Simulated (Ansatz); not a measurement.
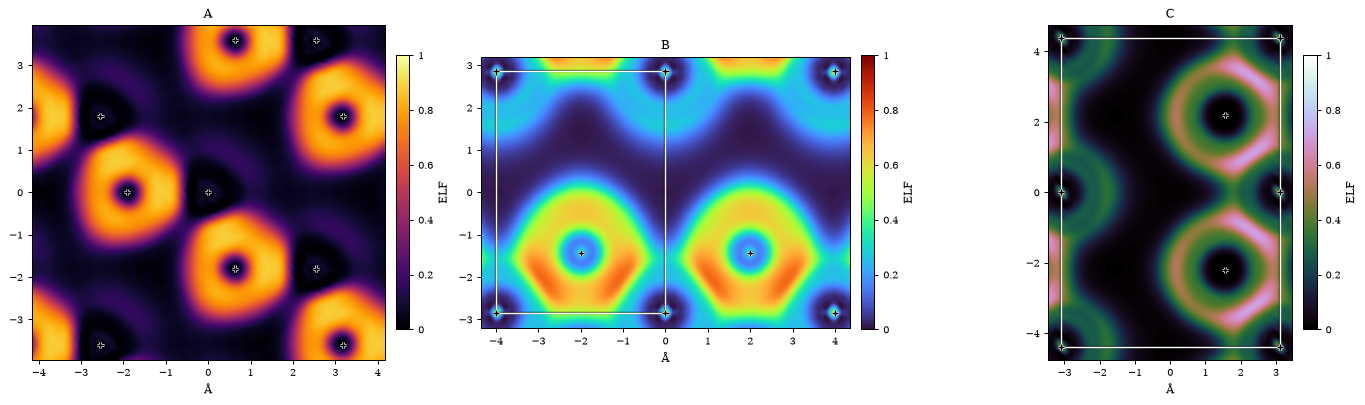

The electron localisation function of 3 systems, each on a plane through atoms (crosses mark nuclei in the plane).

Theory: DFT PBE, scalar-relativistic, plane waves, PAW (Ansatz).

System 1: GaSb, the (011) plane of the conventional cell. Space group F-43m.

```
CELL_PARAMETERS angstrom
6.21384 0.00000 0.00000
0.00000 0.00000 6.21384
0.00000 -6.21384 0.00000
ATOMIC_POSITIONS crystal
Ga 0.50000 0.50000 0.00000
Ga 0.00000 0.50000 0.50000
Ga 0.00000 0.00000 0.00000
Ga 0.50000 0.00000 0.50000
Sb 0.75000 0.75000 0.25000
Sb 0.25000 0.75000 0.75000
Sb 0.25000 0.25000 0.25000
Sb 0.75000 0.25000 0.75000
```

System 2: AlN, the (010) plane of the calculation cell. Space group F-43m; a structure from a database of computed crystals, not necessarily the ambient phase.

```yaml
crystal:
  lattice:
    - [-4.40317, -4.40317, 4.40317]
    - [4.40317, -4.40317, -4.40317]
    - [4.40317, 4.40317, 4.40317]
  atoms:
    - { symbol: Al, position: [0.25000, 0.00000, 0.75000] }
    - { symbol: Al, position: [0.00000, 0.00000, 0.00000] }
    - { symbol: Al, position: [0.50000, 0.75000, 0.75000] }
    - { symbol: Al, position: [0.25000, 0.75000, 0.00000] }
    - { symbol: Al, position: [0.00000, 0.75000, 0.25000] }
    - { symbol: Al, position: [0.75000, 0.00000, 0.25000] }
    - { symbol: Al, position: [0.50000, 0.00000, 0.50000] }
    - { symbol: Al, position: [0.00000, 0.25000, 0.75000] }
    - { symbol: Al, position: [0.75000, 0.50000, 0.75000] }
    - { symbol: Al, position: [0.50000, 0.50000, 0.00000] }
    - { symbol: Al, position: [0.25000, 0.50000, 0.25000] }
    - { symbol: Al, position: [0.00000, 0.50000, 0.50000] }
    - { symbol: Al, position: [0.75000, 0.75000, 0.50000] }
    - { symbol: Al, position: [0.75000, 0.25000, 0.00000] }
    - { symbol: Al, position: [0.50000, 0.25000, 0.25000] }
    - { symbol: Al, position: [0.25000, 0.25000, 0.50000] }
    - { symbol: N, position: [0.25000, 0.75000, 0.75000] }
    - { symbol: N, position: [0.00000, 0.75000, 0.00000] }
    - { symbol: N, position: [0.50000, 0.50000, 0.75000] }
    - { symbol: N, position: [0.25000, 0.50000, 0.00000] }
    - { symbol: N, position: [0.00000, 0.50000, 0.25000] }
    - { symbol: N, position: [0.75000, 0.75000, 0.25000] }
    - { symbol: N, position: [0.50000, 0.75000, 0.50000] }
    - { symbol: N, position: [0.00000, 0.00000, 0.75000] }
    - { symbol: N, position: [0.75000, 0.25000, 0.75000] }
    - { symbol: N, position: [0.50000, 0.25000, 0.00000] }
    - { symbol: N, position: [0.25000, 0.25000, 0.25000] }
    - { symbol: N, position: [0.00000, 0.25000, 0.50000] }
    - { symbol: N, position: [0.75000, 0.50000, 0.50000] }
    - { symbol: N, position: [0.75000, 0.00000, 0.00000] }
    - { symbol: N, position: [0.50000, 0.00000, 0.25000] }
    - { symbol: N, position: [0.25000, 0.00000, 0.50000] }
```

System 3: GaAs, the (100) plane of the conventional cell. Space group I-4m2; changed on purpose from its base cell (strain +0.0100 x Voigt [0, 0, 1, 0, 0, 0], atoms carried along); computed pressure about 3 GPa in this cell.

```
CELL_PARAMETERS angstrom
2.82685 2.82685 0.00000
-2.82685 2.82685 0.00000
0.00000 0.00000 5.71024
ATOMIC_POSITIONS crystal
Ga 0.00000 0.00000 0.00000
Ga 0.50000 0.50000 0.50000
As 0.00000 0.50000 0.25000
As 0.50000 0.00000 0.75000
```

**Match each panel to its system.**

Panel A is system 2, AlN: the plane holds Al and N. Al–N (1.91 Å): the ELF peaks at about 0.90 in the valence shell of N, 0.8 Å from its nucleus, and is about 0.90 at the midpoint. Panel B is system 3, GaAs: the plane holds Ga and As. Ga–As (2.46 Å): the ELF peaks at about 0.80 between the atoms, as expected for a covalent bond. Panel C is system 1, GaSb: the plane holds Ga and Sb. Ga–Sb (2.69 Å): the ELF peaks at about 0.70 between the atoms.
